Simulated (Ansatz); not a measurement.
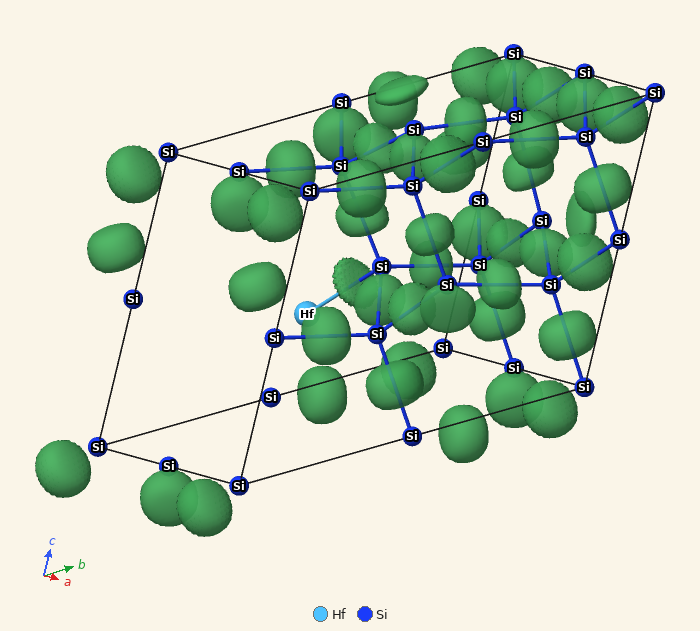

*HfSi15 (cell with a defect). Isosurface of the electron localisation function at 0.85 (green), seen slightly off an axis. Core shells and regions of very low density are left out. Sticks mark near contacts.*

Level of theory: DFT PBE, scalar-relativistic, plane waves, PAW in Ansatz 0.2.0.

In a PAW calculation such maps are meaningful between the atoms, not at the nuclei.

Input file:

```
crystal:
  lattice:
    - [0.0, 5.4700936587, -5.4700936587]
    - [5.4700936587, 5.4700936587, 0.0]
    - [5.4700936587, 0.0, -5.4700936587]
  atoms:
    - { symbol: Hf, position: [0.375, 0.375, 0.375] }
    - { symbol: Si, position: [0.375, 0.875, 0.375] }
    - { symbol: Si, position: [0.875, 0.375, 0.375] }
    - { symbol: Si, position: [0.875, 0.875, 0.375] }
    - { symbol: Si, position: [0.375, 0.375, 0.875] }
    - { symbol: Si, position: [0.375, 0.875, 0.875] }
    - { symbol: Si, position: [0.875, 0.375, 0.875] }
    - { symbol: Si, position: [0.875, 0.875, 0.875] }
    - { symbol: Si, position: [0.5, 0.5, 0.0] }
    - { symbol: Si, position: [0.5, 0.0, 0.0] }
    - { symbol: Si, position: [1.0, 0.5, 0.0] }
    - { symbol: Si, position: [1.0, 0.0, 0.0] }
    - { symbol: Si, position: [0.5, 0.5, 0.5] }
    - { symbol: Si, position: [0.5, 0.0, 0.5] }
    - { symbol: Si, position: [1.0, 0.5, 0.5] }
    - { symbol: Si, position: [1.0, 0.0, 0.5] }
  host:
    lattice:
      - [0.0, 2.7350468294, 2.7350468294]
      - [2.7350468294, 0.0, 2.7350468294]
      - [2.7350468294, 2.7350468294, 0.0]
    atoms:
      - { symbol: Si, position: [0.25, 0.25, 0.25] }
      - { symbol: Si, position: [0.0, 0.0, 0.0] }
basis:
  ecutwfc: 420
  xc_grid: 2
kpoints:
  mp_grid: { grid: [2, 2, 2], shift: [0.0, 0.0, 0.0] }
hamiltonian:
  xc: pbe
scf:
  occupations: { method: gaussian, width: 0.01 }
output:
  forces: true
  stress: false
  eigenvalues: true
  charged_corrections:
    defect_position: [0.375, 0.375, 0.375]
    epsilon: [[12.9823, 0.0, 0.0], [0.0, 12.9823, 0.0], [0.0, 0.0, 12.9823]]
  write_density: true
  write_potential: true
  elf: true
  volumetric_format: npy
relax:
  adjacent_minimum: "off"
  f_tol: 0.025
  max_steps: 45
```

Launched as:

```sh
ansatz run input.yaml --threads 4 --pin off --max-ram 10240MiB --backend cpu --events-out ev --progress --plain --runs-dir out
```

The fields are those of the run's last geometry, not of the input's.

Q: Describe the localisation domains.

A: At this value the surface marks out 28 regions between bonded Si–Si atoms (shared pairs) and four lobes of the valence shell of Si pointing towards Hf (polar bonds), counted in one cell of 16 atoms. Regions shared between cells count once. Along the contacts the grid gives the following. Si–Si (2.33 Å): the ELF peaks at about 0.95 between the atoms; a covalent bond. Hf–Si (2.54 Å): the ELF peaks at about 0.90 in the valence shell of Si, 0.9 Å from its nucleus, and is about 0.65 at the midpoint.
